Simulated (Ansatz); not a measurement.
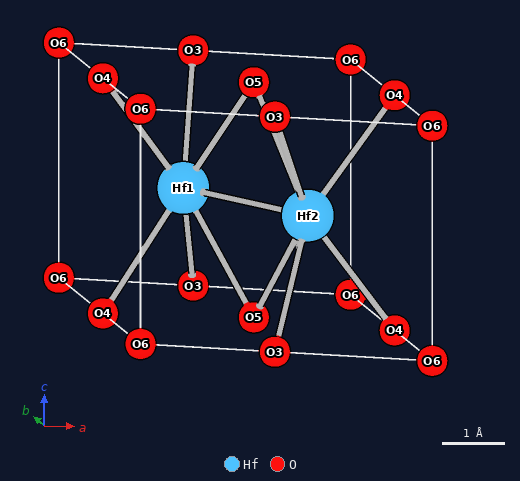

Starting structure of a crystal of HfO₂ (a generated structure, set up in P-62m) (coarse preliminary run). The picture is a ball-and-stick view of the cell of the calculation, seen slightly off an axis.

Computed with DFT PBE, scalar-relativistic, plane waves, PAW (Ansatz).

The input:
```yaml
crystal:
  lattice:
    - [4.85674082, 0.0, 0.0]
    - [-2.42837041, 4.20606093, 0.0]
    - [0.0, 0.0, 3.89719354]
  atoms:
    - { symbol: Hf, position: [0.33333333, 0.66666667, 0.5] }
    - { symbol: Hf, position: [0.66666667, 0.33333333, 0.5] }
    - { symbol: O, position: [0.46051022, 0.0, 0.0] }
    - { symbol: O, position: [0.0, 0.46051022, 0.0] }
    - { symbol: O, position: [0.53948978, 0.53948978, 0.0] }
    - { symbol: O, position: [0.0, 0.0, 0.0] }
basis:
  ecutwfc: 420
kpoints:
  mp_grid: { grid: [6, 6, 4] }
hamiltonian:
  xc: pbe
scf:
  occupations: { method: gaussian, width: 0.1 }
  lower_state_search: "off"
output:
  forces: true
  stress: true
  eigenvalues: true
relax:
  adjacent_minimum: "off"
  f_tol: 0.04
  max_steps: 70
  cell: { stress_tol: 0.4 }
```

Launched with:
```bash
ansatz run input.yaml --threads 1 --pin off --max-ram 2560MiB --backend cpu --events-out ev --progress --plain --runs-dir out
```

**What does the optimiser find from here?**

The largest moves relative to the cell, 0.22 Å, are those of O3, O4 and O5. O4 goes along +b. Hf stays in place. Cell: a = b 4.857 → 5.523 Å (+13.7 %), c 3.897 → 2.853 Å (−26.8 %). Volume −5.3 %. Among the contacts that change: Hf1–Hf1 3.897 → 2.853 Å, Hf1–Hf2 2.804 → 3.189 Å, Hf1–O3 2.408 → 2.139 Å. Bond angles that change, for instance: Hf1–O4–Hf2 71.2° → 96.4°, Hf1–O4–Hf1 108.0° → 83.6°, Hf1–O4–Hf2 170.9° → 180.0°. The space group (tolerance 0.01 Å) goes from P-62m (No. 189) to P6/mmm (No. 191). After 10 accepted moves (12 points after the start) the energy has fallen by 1637 meV per atom. Largest force component: 0.037 eV/Å at the start, 0.00065 eV/Å at the end. Pressure: −12.28 GPa at the start and 0.18 GPa at the end. At 2 points the geometry stayed and the basis and grid were re-selected for the new cell (energy shift of 34.7 meV per atom at most each time). Cost: 4.4 min on 1 thread of Intel(R) Xeon(R) Processor @ 2.50GHz (Skylake/Cascade Lake), on a shared host, peak memory 0.39 GiB.

Step by step:

```
step  E − E(0), meV/atom  largest force component, eV/Å  pressure, GPa  volume, Å³/atom                      note
   0                0.00                         0.0374         -12.28           13.268                          
   1             -375.47                         0.4299         -11.41           12.994                          
   2             -753.45                         0.6627          -9.56           12.710                          
   3            -1095.93                         0.7086          -5.19           12.332                          
   4            -1371.78                         0.6292           0.82           12.007                          
   5            -1577.71                         0.0781          -3.03           12.405                          
   6            -1581.23                         0.0980          10.34           11.833                          
   7            -1595.95                         0.0029          -1.18           12.375                          
   8            -1596.50                         0.0002           0.09           12.304                          
   9            -1631.21                         0.0003           3.32           12.304  same geometry, new basis
  10            -1635.09                         0.0063           0.57           12.515                          
  11            -1635.02                         0.0006           0.00           12.561                          
  12            -1636.54                         0.0006           0.18           12.561  same geometry, new basis
```

Final geometry:

```xyz
6
Lattice="5.5231 0.0000 0.0000 -2.7616 4.7832 0.0000 0.0000 0.0000 2.8529" Properties=species:S:1:pos:R:3 pbc="T T T"
Hf    0.0000    3.1888    1.4264
Hf    2.7616    1.5944    1.4264
O     0.0002    4.7832    0.0000
O     4.1423    2.3917    0.0000
O     1.3807    2.3914    0.0000
O     2.7616    4.7832    0.0000
```

The end point in the same view:

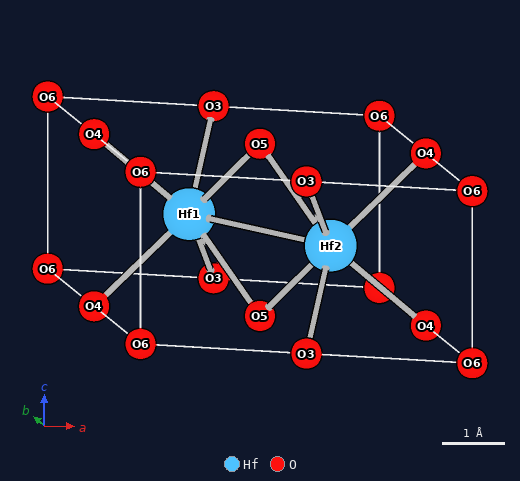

Limits of the set-up: the k-point mesh is coarse for a cell with partly filled bands.
